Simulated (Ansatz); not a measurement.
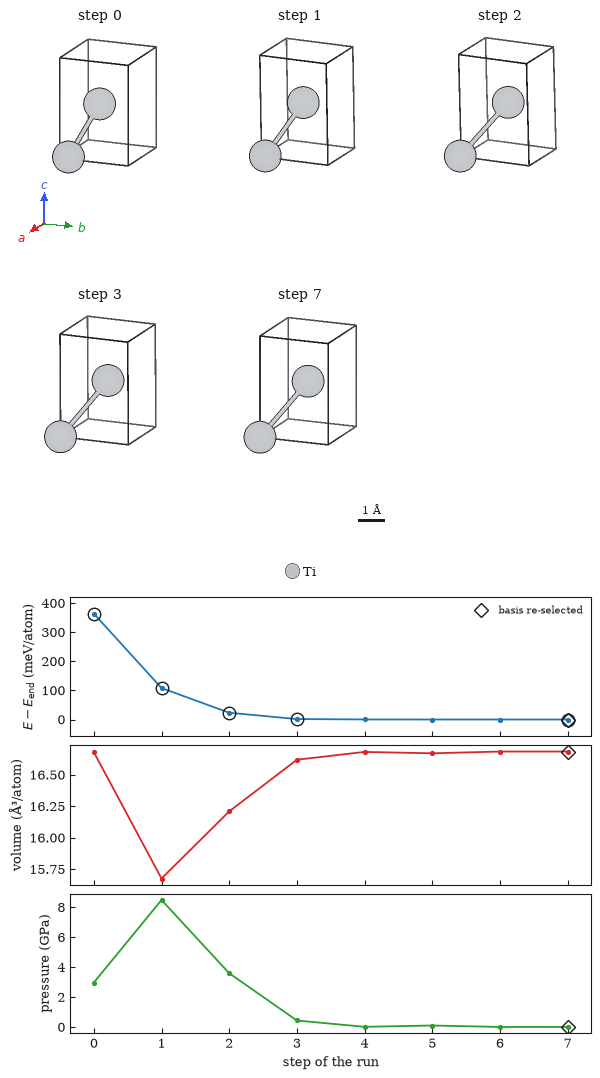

Frames of a relaxation of solid Ti (set up in P-1), marked on the history of the run. Style: ball-and-stick. Shown: the cell of the calculation, slightly off an axis.

Case: all atoms moved at random, sigma 0.25 Å for each component; relaxed back.

These are results of DFT PBEsol, scalar-relativistic, plane waves, PAW (Ansatz 0.2.0), not measurements.

Input file:
```yaml
crystal:
  lattice:
    - [0.0, -2.0279211515, -2.0279211515]
    - [0.0, 2.0279211515, -2.0279211515]
    - [4.0558423031, 0.0, 0.0]
  atoms:
    - { symbol: Ti, position: [0.5207702176, 0.3829567332, 0.4817735885] }
    - { symbol: Ti, position: [-0.0207702176, 0.1170432668, 0.0182264115] }
basis:
  ecutwfc: 420
kpoints:
  mp_grid: { grid: [12, 12, 8] }
hamiltonian:
  xc: pbesol
scf:
  occupations: { method: gaussian, width: 0.15 }
output:
  forces: true
  stress: true
  eigenvalues: true
relax:
  adjacent_minimum: "off"
  f_tol: 0.01
  max_steps: 80
  cell: { stress_tol: 0.1 }
```

Command:
```bash
ansatz run input.yaml --threads 2 --pin off --max-ram 5120MiB --backend cpu --events-out ev --progress --plain --runs-dir out
```

Describe the path.

Answer. The energy falls by 364 meV per atom in 6 accepted moves (7 points after the start). The largest force component goes from 1.2 to under 0.0001 eV/Å. The pressure goes from 2.97 to 0.00 GPa. The SCF was repeated once at an unchanged geometry on a basis and grid sized afresh for the cell, which shifted the energy by less than 0.05 meV per atom at most. The largest moves relative to the cell, 0.35 Å, are those of Ti1 and Ti2. Ti1 goes roughly along [−1 3 1]. The drawn cell changes at constant volume: a = b 2.868 → 2.859 Å (−0.3 %), c 4.056 → 4.083 Å (+0.7 %). Among the contacts that change: Ti1–Ti2 3.403 → 2.873 Å, Ti1–Ti2 (another image) 2.418 → 2.873 Å, Ti1–Ti2 (another image) 3.301 → 2.873 Å, Ti1–Ti2 (another image) 3.222 → 2.873 Å. Within 0.06 Å the space group is P-1 at the start and Fm-3m at the end; at a tighter tolerance small leftover displacements or strains of the cell lower it. From step 0 to 1: Ti atoms move most (0.18 Å), volume −6.0 %, energy −256 meV per atom. From step 1 to 2: Ti atoms move most (0.19 Å), volume +3.4 %, energy −84.9 meV per atom. From step 2 to 3: Ti atoms move most (0.04 Å), volume +2.5 %, energy −21.7 meV per atom. From step 3 to 7: volume +0.4 %, energy −1.6 meV per atom.
